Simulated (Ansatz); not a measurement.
**Single-point calculation of Ti8O (part 4 of 4)**

Continued. System: Ti8O (slab, 18 atoms in the cell). Method: DFT PBE, scalar-relativistic, plane waves, PAW, spin-polarised (Ansatz 0.2.0); cutoff 420 eV, 6×6×1 k-mesh, Gaussian smearing of 0.1 eV, collinear spins. The structure derives from an entry of the Crystallography Open Database.

Geometry of the input (Å; fractional positions):
```
5.8769  0.0000  0.0000
-2.9385  5.0896  0.0000
0.0000  0.0000  24.9046
Ti 0.3333  0.1667  0.1606
Ti 0.3333  0.6667  0.1606
Ti 0.8333  0.1667  0.1606
Ti 0.8333  0.6667  0.1606
Ti 0.1667  0.3333  0.2540
Ti 0.1667  0.8333  0.2540
Ti 0.6667  0.3333  0.2540
Ti 0.6667  0.8333  0.2540
Ti 0.3333  0.1667  0.3510
Ti 0.3333  0.6667  0.3510
Ti 0.8333  0.1667  0.3510
Ti 0.8333  0.6667  0.3510
Ti 0.1667  0.3333  0.4379
Ti 0.1667  0.8333  0.4379
Ti 0.6667  0.3333  0.4379
Ti 0.6667  0.8333  0.4379
O  0.3479  0.6959  0.4828
O  0.4854  0.9708  0.4828
```

Output, continued:
```
  k-point 12 ↓: bands = ["-54.1431", "-54.1226", "-54.0972", "-54.0712", "-53.9414", "-53.9216", "-53.9055", "-53.8854", "-53.8098", "-53.8039", "-53.7624", "-53.7468", "-53.7417", "-53.7359", "-53.7333", "-53.7172", "-30.9676", "-30.6878", "-30.6256", "-30.5629", "-30.5503", "-30.5412", "-30.4762", "-30.4437", "-30.3837", "-30.3682", "-30.3506", "-30.3439", "-30.3380", "-30.3258", "-30.3004", "-30.2837", "-30.2694", "-30.2389", "-30.2311", "-30.2058", "-30.1811", "-30.1364", "-30.1231", "-30.0997", "-30.0915", "-30.0817", "-30.0630", "-30.0582", "-30.0517", "-30.0404", "-30.0267", "-30.0197", "-30.0082", "-30.0056", "-29.9914", "-29.9834", "-29.9644", "-29.9615", "-29.9554", "-29.9419", "-29.9319", "-29.9211", "-29.8925", "-29.8894", "-29.8695", "-29.8607", "-29.8216", "-29.7916", "-22.5964", "-15.2558", "-7.1187", "-5.8494", "-5.5015", "-2.1831", "-1.6329", "-1.5791", "-0.7736", "-0.5694", "-0.0510", "0.0432", "0.5292", "0.5927", "0.9444", "1.0586", "1.0894", "1.1300", "1.2231", "1.3618", "1.4213", "1.5677", "1.6542", "1.7638", "1.8380", "1.9317", "2.0449", "2.0632", "2.1107", "2.1763", "2.2201", "2.2704", "2.3009", "2.3887", "2.5848", "2.6500", "2.7329", "2.8233", "2.8479", "2.8964", "2.9629", "3.0322", "3.0599", "3.1668", "3.2274", "3.2708", "3.3128", "3.3821", "3.4563", "3.5042", "3.5835", "3.5902", "3.6981", "3.7159", "3.7794", "3.8379", "4.0011", "4.1195", "4.1703", "4.2147"]
--- Löwdin populations: 18 sites ---
  site symbol       q [e]    m [muB]
     0     Ti     11.8340     0.9234
     1     Ti     11.8367     0.9290
     2     Ti     11.8340     0.9234
     3     Ti     11.8340     0.9225
     4     Ti     11.8580    -0.0934
     5     Ti     11.8607    -0.0849
     6     Ti     11.8663    -0.0796
     7     Ti     11.8607    -0.0849
     8     Ti     11.8428     0.0591
     9     Ti     11.8357     0.0772
    10     Ti     11.8428     0.0591
    11     Ti     11.8750     0.0718
    12     Ti     11.7610     0.0163
    13     Ti     11.6791    -0.0243
    14     Ti     11.7573     0.0383
    15     Ti     11.6791    -0.0243
    16      O      6.3455     0.0030
    17      O      6.3336     0.0043
  spilling = 0.011096 (of n_electrons = 204.000000)
```

File populations.tsv:
```
# site	symbol	l	j	q_up	q_dn
# orbitals = lowdin
# n_electrons = 204.000000
# spilling = 0.011096
0	Ti	0_3S	-	0.973406	0.972833
0	Ti	0_4S	-	0.541589	0.429236
0	Ti	1_3P	-	2.996019	2.992794
0	Ti	2_3D	-	1.867727	1.060434
1	Ti	0_3S	-	0.973439	0.972855
1	Ti	0_4S	-	0.541758	0.431675
1	Ti	1_3P	-	2.995997	2.992806
1	Ti	2_3D	-	1.871686	1.056515
2	Ti	0_3S	-	0.973406	0.972833
2	Ti	0_4S	-	0.541589	0.429236
2	Ti	1_3P	-	2.996019	2.992794
2	Ti	2_3D	-	1.867727	1.060434
3	Ti	0_3S	-	0.973391	0.972823
3	Ti	0_4S	-	0.540900	0.428568
3	Ti	1_3P	-	2.995999	2.992803
3	Ti	2_3D	-	1.867942	1.061566
4	Ti	0_3S	-	0.965725	0.964638
4	Ti	0_4S	-	0.474963	0.469388
4	Ti	1_3P	-	2.994956	2.994837
4	Ti	2_3D	-	1.446693	1.546829
5	Ti	0_3S	-	0.965679	0.964612
5	Ti	0_4S	-	0.475966	0.469932
5	Ti	1_3P	-	2.994904	2.994735
5	Ti	2_3D	-	1.451367	1.543548
6	Ti	0_3S	-	0.965719	0.964617
6	Ti	0_4S	-	0.476796	0.470475
6	Ti	1_3P	-	2.994891	2.994709
6	Ti	2_3D	-	1.455935	1.543144
7	Ti	0_3S	-	0.965679	0.964612
7	Ti	0_4S	-	0.475966	0.469932
7	Ti	1_3P	-	2.994904	2.994735
7	Ti	2_3D	-	1.451367	1.543548
8	Ti	0_3S	-	0.961779	0.961611
8	Ti	0_4S	-	0.468270	0.463484
8	Ti	1_3P	-	2.994313	2.994156
8	Ti	2_3D	-	1.526604	1.472575
9	Ti	0_3S	-	0.962199	0.962027
9	Ti	0_4S	-	0.465453	0.460261
9	Ti	1_3P	-	2.994490	2.994372
9	Ti	2_3D	-	1.534319	1.462624
10	Ti	0_3S	-	0.961779	0.961611
10	Ti	0_4S	-	0.468270	0.463484
10	Ti	1_3P	-	2.994313	2.994156
10	Ti	2_3D	-	1.526604	1.472575
11	Ti	0_3S	-	0.960928	0.960804
11	Ti	0_4S	-	0.471008	0.466072
11	Ti	1_3P	-	2.993685	2.993449
11	Ti	2_3D	-	1.547815	1.481284
12	Ti	0_3S	-	0.968395	0.968243
12	Ti	0_4S	-	0.439619	0.438497
12	Ti	1_3P	-	2.992673	2.992642
12	Ti	2_3D	-	1.487947	1.472955
13	Ti	0_3S	-	0.965813	0.965624
13	Ti	0_4S	-	0.406743	0.408140
13	Ti	1_3P	-	2.994569	2.994520
13	Ti	2_3D	-	1.460281	1.483385
14	Ti	0_3S	-	0.968415	0.968250
14	Ti	0_4S	-	0.443531	0.442526
14	Ti	1_3P	-	2.992904	2.992868
14	Ti	2_3D	-	1.492968	1.455842
15	Ti	0_3S	-	0.965813	0.965624
15	Ti	0_4S	-	0.406743	0.408140
15	Ti	1_3P	-	2.994569	2.994520
15	Ti	2_3D	-	1.460281	1.483385
16	O	0_2S	-	0.881097	0.880196
16	O	1_2P	-	2.293165	2.291047
17	O	0_2S	-	0.879914	0.878516
17	O	1_2P	-	2.289003	2.286148
```

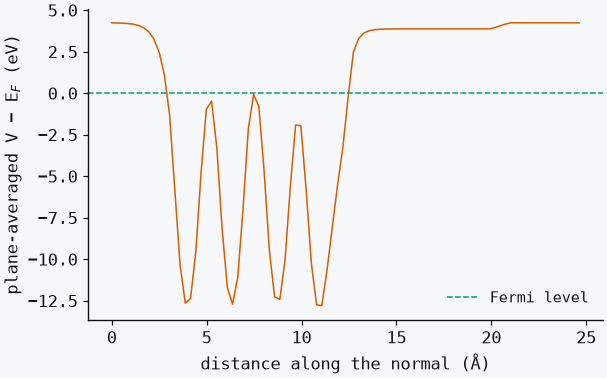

**Figure 1.** Plane average of the electrostatic potential energy of an electron across the cell, from the Fermi level. The vacuum level lies 3.87 eV above the Fermi level on the upper side and 4.23 eV on the lower.

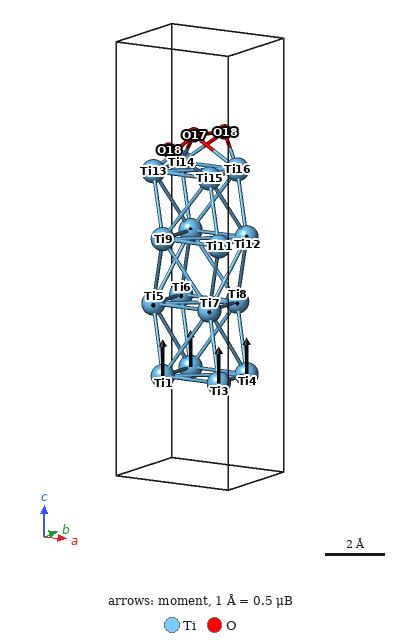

**Figure 2.** Magnetic moments of the sites as black arrows (ball-and-stick view of the cell of the calculation, with the vacuum cut short, seen slightly off an axis; atoms are numbered from 1 in the order of the input); small moments hardly show. The run is collinear, so the axis drawn is arbitrary. Site moments: Ti1, Ti2, Ti3 (0.64 μB); Ti4 (0.63 μB); Ti5, Ti6, Ti8 (−0.08 μB); Ti7 (−0.07 μB); Ti10, Ti12 (0.05 μB). They are counted near the atoms and needn't add up to the moment of the cell.

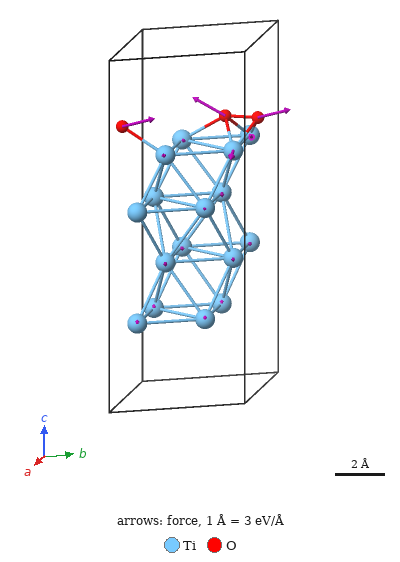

**Figure 3.** Forces on the atoms as pink arrows (ball-and-stick view of the cell of the calculation, with the vacuum cut short, seen slightly off an axis); the smallest are left out. The largest act on O17 (4.74 eV/Å); O18 (4.42 eV/Å); Ti14, Ti16 (1.77 eV/Å). Atoms are counted from 1 in the order of the input and aren't labelled in the picture. The geometry is not a stationary point of this energy.

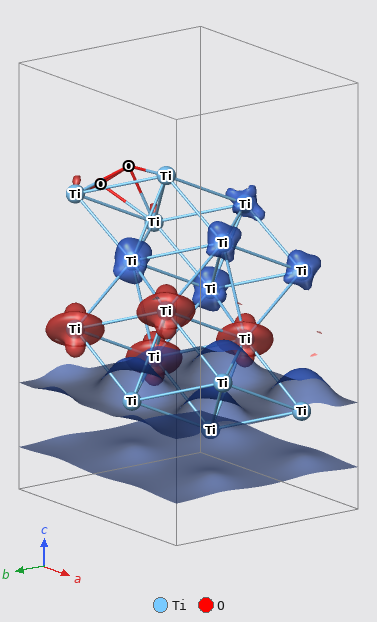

**Figure 4.** Isosurfaces of the spin density at +0.015 (blue) and −0.015 e/Å³ (red), seen at an oblique angle. Sticks mark near contacts. The cell of the calculation (18 atoms) carries 4.0 μB net. Core electrons are frozen (PAW), so the fields are smoothed inside the atomic spheres.

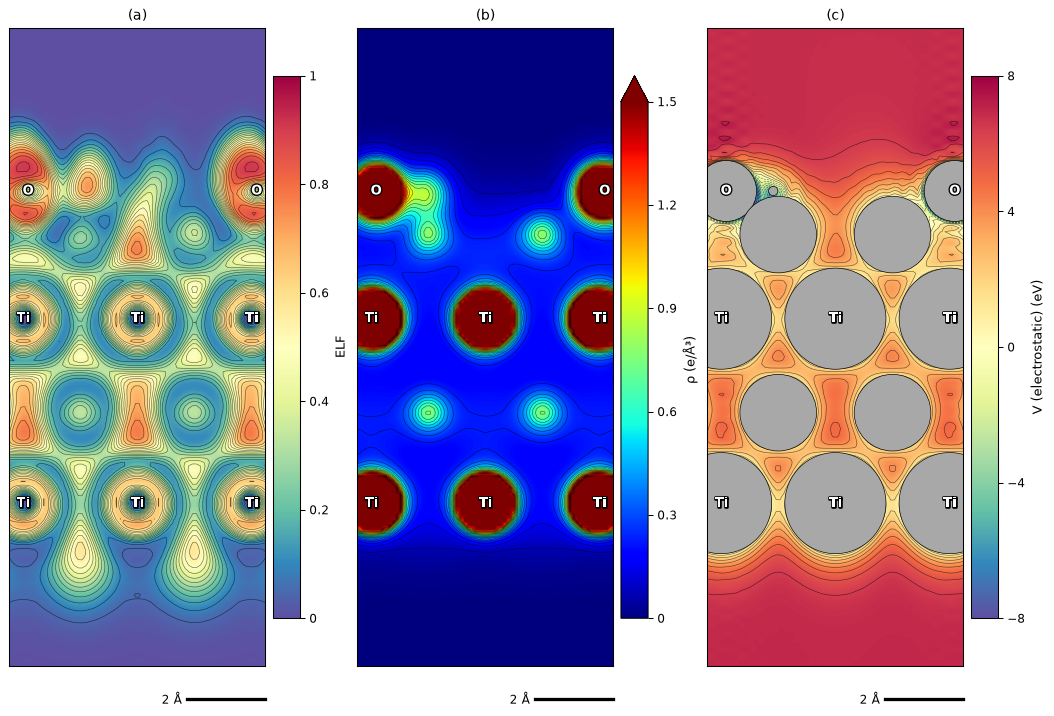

**Figure 5.** (a) electron localisation function; (b) valence electron density; (c) electrostatic potential (local pseudopotential plus Hartree) felt by an electron on the (100) plane of the calculation cell, a cut from vacuum to vacuum. Grey discs, where drawn, cover atomic cores. Atoms in the plane: Ti and O. Ti–Ti (2.94 Å): the density is about 0.19 e/Å³ at the midpoint; the ELF is about 0.25 at the midpoint (no localised pair between them). The density dies away to nearly zero in the vacuum. The strong features right at Ti lie inside the PAW spheres (semicore, d or f shells) and say nothing about bonding.

Summary:

| quantity | value |
| --- | --- |
| outcome | converged |
| electrons treated | 204 |
| free energy | −41121.8169 eV |
| work function, top face | 3.87 eV |
| work function, bottom face | 4.23 eV |
| Fermi energy | 2.830 eV |
| gap on the k-point mesh | none (metallic) |
| net moment of the cell | 3.96 μB |
| integrated absolute moment | 4.86 μB |
| work function (upper face) | 3.87 eV |
| largest force (length of the vector) | 4.744 eV/Å |
| hardware | 8 threads of Arm Neoverse N1, 98 GiB of memory available, shared host |
| wall time | 8.1 min (CPU time 61 min) |
| peak memory | 4.2 GiB |

Remarks:

Warnings of the run: the exchange-correlation potential is rough where the density is thin.
